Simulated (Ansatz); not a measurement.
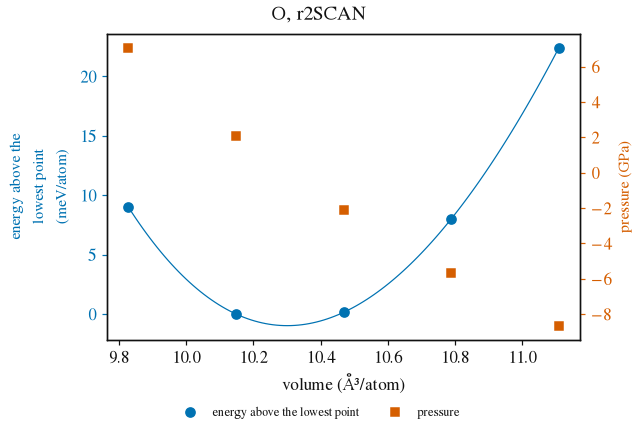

The figure shows the energy above the lowest point and pressure against volume for O, space group Fd-3m (No. 227) (one of a set of cubic test structures, which need not be the stable phase).

How it was computed, with Ansatz 0.2.0 development build: equation of state of a cubic crystal from periodic Kohn-Sham density functional theory without spin, third-order Birch-Murnaghan fit to the free energies; pressure corrected for the finite basis. Level: r2SCAN.

structure type diamond; atoms in cell 2; space group number 227; lattice centring face-centred primitive; k mesh 13×13×13; occupation method Fermi–Dirac; occupation width 0.1 eV; wave cutoff 1050 eV; datasets hand-made PAW; density tolerance 1e−09 eV; bands 10; density cutoff ratio 5; search for lower states default; xc grid level 2.

Give the fitted equation-of-state parameters.

A third-order Birch–Murnaghan fit gives V0 = 10.30 Å³/atom, B0 = 135 GPa and B′ = 4.4.

Read off the course of the pressure.

It falls from 7.1 GPa at volume 9.83 Å³/atom to −8.7 GPa at 11.11 Å³/atom, and changes sign near 10.31 Å³/atom.

Limits of the calculation: cubic model structure, not the ambient form; modest k-mesh, values are not fully converged in k.

The computed values:

```
volume (Å³/atom)  energy above the lowest point (meV/atom)  pressure (GPa)
            9.83                                       9.0             7.1
           10.15                                       0.0             2.1
           10.47                                       0.1            -2.1
           10.79                                       8.0            -5.7
           11.11                                      22.4            -8.7
```
